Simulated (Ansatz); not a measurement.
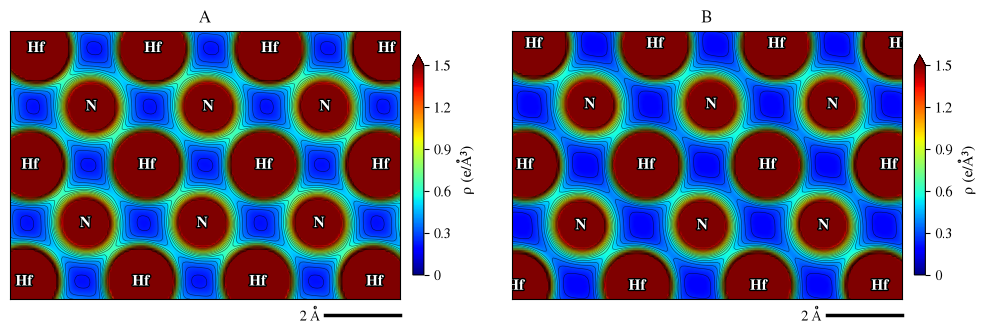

HfN. The valence pseudo-density of two cells that differ in size and shape, on the (101) plane of each (indices in the axes of the calculation cell), at one length scale and on one colour scale: B has 11.5 Å³ an atom and A 10.4.

Space group I4/mmm; computed without spin polarisation.

Method: DFT PBE, scalar-relativistic, plane waves, PAW in Ansatz.

The density is the valence pseudo-density of a PAW calculation; it isn't the true density close to the nuclei.

The larger cell:

```
CELL_PARAMETERS angstrom
0.00000 2.20253 2.37195
2.20253 0.00000 2.37195
2.20253 2.20253 0.00000
ATOMIC_POSITIONS crystal
Hf 0.00000 0.00000 0.00000
N 0.50000 0.50000 0.50000
```

The smaller cell: a = 3.116 Å, b = 3.116 Å, c = 3.035 Å, α = 60.86°, β = 60.86°, γ = 58.29°.

**What changes from the larger cell to the smaller?**

From the larger cell to the smaller, Hf–N goes from 2.20 to 2.15 Å, and the density at its midpoint from 0.59 to 0.68 e/Å³; the pressure goes from 9 to 44 GPa.
